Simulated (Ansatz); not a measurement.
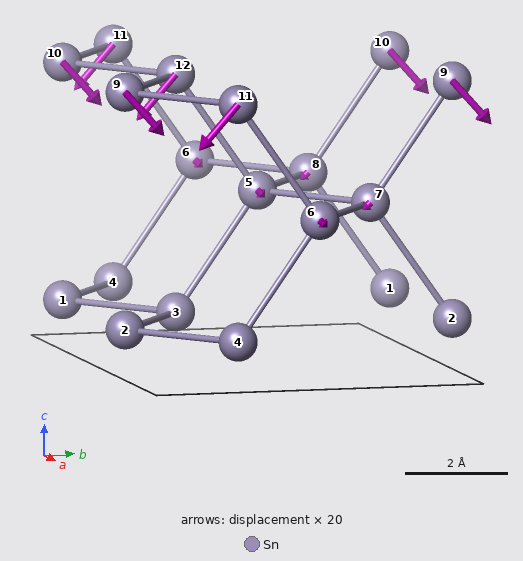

This is a constrained relaxation of a slab of composition Sn (cut from the Fd-3m phase). The starting structure is drawn; purple arrows show the displacements, magnified 20 times.

Style: ball-and-stick. Shown: the cell of the calculation, outlined in the plane, without the vacuum, slightly off an axis.

Case: clean slab, lower planes held. The slab is the (1 1 0) face of Sn. 4 atoms are held fixed.

Level of theory: Ansatz, DFT PBE, scalar-relativistic, plane waves, PAW. Settings: plane-wave cutoff 420 eV; k-point mesh 2 × 3 × 1; occupations gaussian; smearing width 0.1 eV; no spin polarisation; dipole correction; atoms relaxed in a fixed cell; force threshold 0.03 eV/Å; at most 70 steps.

Q: What happened in the run?

A: Over 2 accepted moves (3 points after the start) the energy falls by 26.3 meV per cell of the calculation. The largest force component goes from 0.29 to 0.01 eV/Å. 1 step only repeated the SCF at the same geometry. The largest moves, 0.060 Å, are those of Sn9, Sn10, Sn11 and Sn12. Sn11 goes at 42° to the normal (−c side). The cell doesn't change. Some distances before and after: Sn10–Sn11 2.882 → 2.837 Å, Sn5–Sn7 2.882 → 2.873 Å. Bond angles that change, for instance: Sn9–Sn12–Sn10 109.5° → 112.1°. The run took 39 s on 4 threads of Intel(R) Xeon(R) Platinum 8488C (Sapphire Rapids) (shared host), peak memory 2.2 GiB.
